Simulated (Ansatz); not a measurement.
Consider TiH₃.

Input

```
crystal:
  lattice:
    - [3.1654958125, 0.0, 0.0]
    - [-1.5827479062, 2.7413997892, 0.0]
    - [0.0, 0.0, 5.5850786]
  atoms:
    - { symbol: Ti, position: [0.3333333333, 0.6666666667, 0.25] }
    - { symbol: Ti, position: [0.6666666667, 0.3333333333, 0.75] }
    - { symbol: H, position: [0.3333333333, 0.6666666667, 0.59397] }
    - { symbol: H, position: [0.3333333333, 0.6666666667, 0.90603] }
    - { symbol: H, position: [0.6666666667, 0.3333333333, 0.40603] }
    - { symbol: H, position: [0.6666666667, 0.3333333333, 0.09397] }
    - { symbol: H, position: [0.0, 0.0, 0.25] }
    - { symbol: H, position: [0.0, 0.0, 0.75] }
basis:
  ecutwfc: 420
kpoints:
  mp_grid: { grid: [12, 12, 8] }
hamiltonian:
  xc: pbe
scf:
  occupations: { method: fermi_dirac, width: 0.15 }
output:
  forces: true
  stress: true
  eigenvalues: true
  write_density: true
  write_potential: true
  elf: true
  volumetric_format: npy
relax:
  adjacent_minimum: "off"
  f_tol: 0.001
  max_steps: 60
  cell: { stress_tol: 0.01 }
```

Run with:

```sh
ansatz run input.yaml --threads 4 --pin off --max-ram 8192MiB --backend cpu --events-out ev --progress --plain --runs-dir out
```

Below, planes, directions and counts refer to the conventional cell (a = 3.17 Å, b = 3.17 Å, c = 5.60 Å, α = 90.00°, β = 90.00°, γ = 120.00°).

The fields are those of the relaxed geometry.

Space group P6₃/mmc; a structure generated by program, which may or may not match a known phase; computed without spin polarisation.

These are results of DFT PBE, scalar-relativistic, plane waves, PAW (Ansatz 0.2.0), not measurements.

What can the converged valence pseudo-density and electron localisation function tell about the bonding?

Answer. Ti–H (1.83 Å): ρ is about 0.6 e/Å³ halfway; the ELF climbs to about 1 towards the hydrogen.
Ti–H (1.92 Å): ρ is about 0.45 e/Å³ halfway; the ELF climbs to about 1 towards the hydrogen.
Ti–H (2.03 Å): the density is about 0.37 e/Å³ at the midpoint; the ELF climbs to about 1 towards the hydrogen.

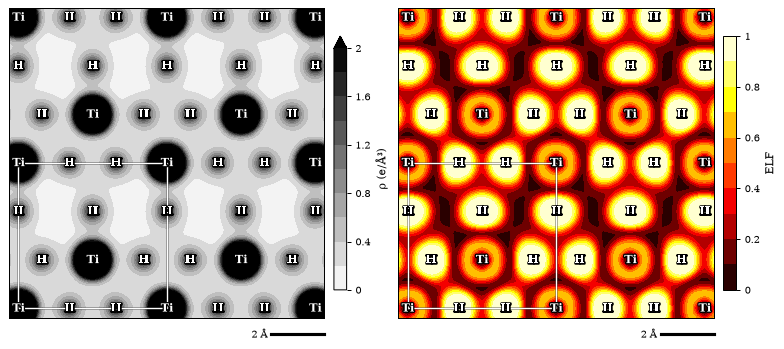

Computed valence pseudo-density and electron localisation function on the (110) plane of the conventional cell, in this order. 

The density is the valence pseudo-density of a PAW calculation; it isn't the true density close to the nuclei.
